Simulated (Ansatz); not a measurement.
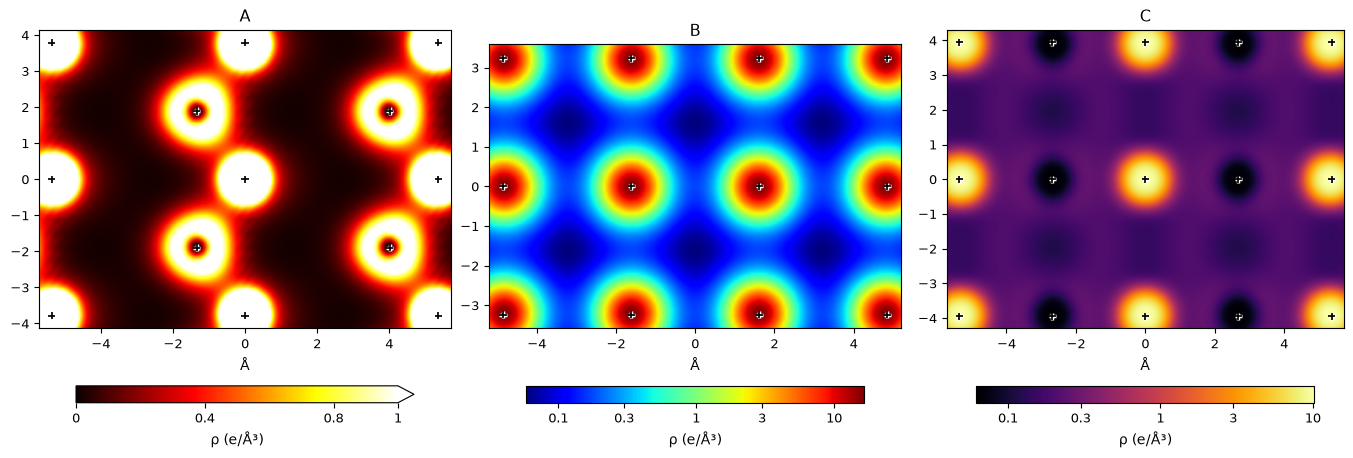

The valence charge density (pseudo) of 3 systems, each on a plane through atoms (crosses mark nuclei in the plane).

Theory: DFT PBEsol, scalar-relativistic, plane waves, PAW (Ansatz).

System 1: ZnS, the (110) plane of the conventional cell. Space group F-43m.

```cif
data_structure
_symmetry_space_group_name_H-M 'P 1'
_symmetry_Int_Tables_number 1
_cell_length_a 5.3565
_cell_length_b 5.3565
_cell_length_c 5.3565
_cell_angle_alpha 90.000
_cell_angle_beta 90.000
_cell_angle_gamma 90.000
_cell_volume 153.69
loop_
_atom_site_label
_atom_site_type_symbol
_atom_site_fract_x
_atom_site_fract_y
_atom_site_fract_z
_atom_site_occupancy
Zn1 Zn 0.50000 0.50000 0.00000 1
Zn2 Zn 0.00000 0.50000 0.50000 1
Zn3 Zn 0.00000 0.00000 0.00000 1
Zn4 Zn 0.50000 0.00000 0.50000 1
S1 S 0.75000 0.75000 0.25000 1
S2 S 0.25000 0.75000 0.75000 1
S3 S 0.25000 0.25000 0.25000 1
S4 S 0.75000 0.25000 0.75000 1
```

System 2: TiAl3, the (010) plane of the standardised cell. Space group P2/m; a structure from a database of computed crystals, not necessarily the ambient phase; computed without spin polarisation.

System 3: Sn, the (001) plane of the conventional cell. Space group I4/mmm.

```
Sn
1.0
     3.23465    0.00000    0.00000
     0.00000    3.23465    0.00000
     0.00000    0.00000    5.06776
Sn
2
Direct
  0.00000 0.00000 0.00000
  0.50000 0.50000 0.50000
```

Match each panel to its system.

Panel A is system 1, ZnS: the plane holds Zn and S. Zn–S (2.32 Å): ρ is about 0.53 e/Å³ halfway. Panel B is system 3, Sn: the plane holds Sn. Sn–Sn (3.23 Å): the density is about 0.17 e/Å³ at the midpoint. Panel C is system 2, TiAl3: the plane holds Ti and Al. Ti–Al (2.68 Å): ρ is about 0.25 e/Å³ halfway.
